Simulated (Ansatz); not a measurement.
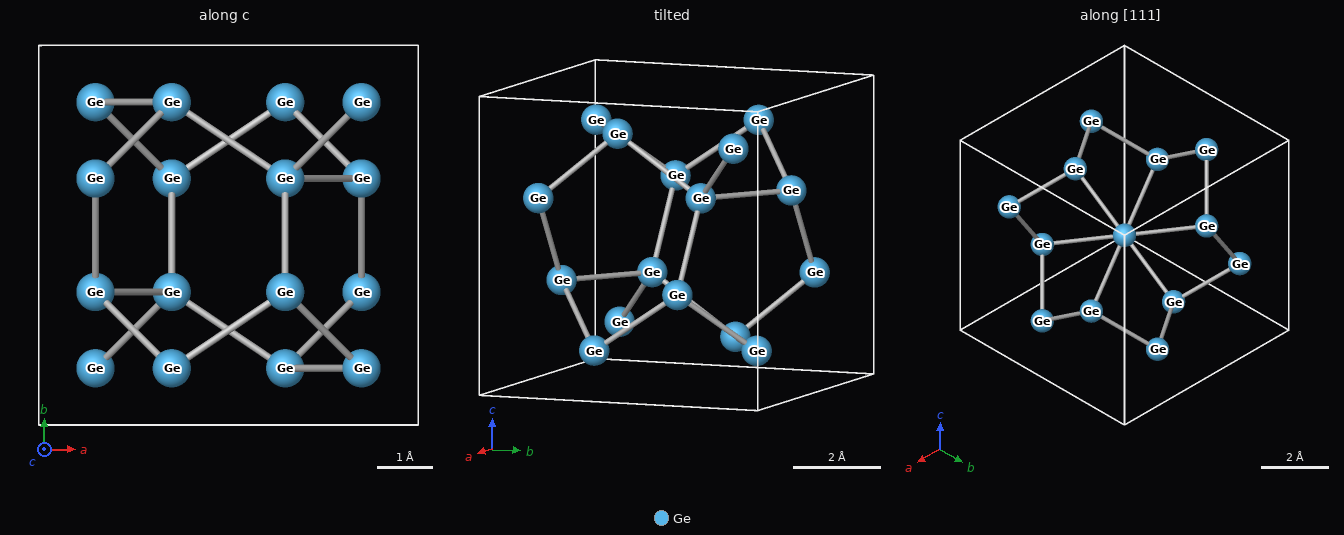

View along the c axis, slightly off an axis and along [111], drawn as a ball-and-stick model. Lines trace the edges of the conventional unit cell.

The element is germanium. It takes space group Ia-3 (No. 206) on a body-centred cubic lattice. The cell holds 16 atoms. The neighbours of Ge are four Ge in a distorted tetrahedral arrangement at about 2.4 to 2.5 Å. The bonds build a three-dimensional framework.

The cell started as a structure listed in the Materials Project. Earlier steps of the study, as a rule a relaxation of our own, may have changed the cell and positions, so they can lie some per cent off the listed ones. It was the input of a calculation with Ansatz.
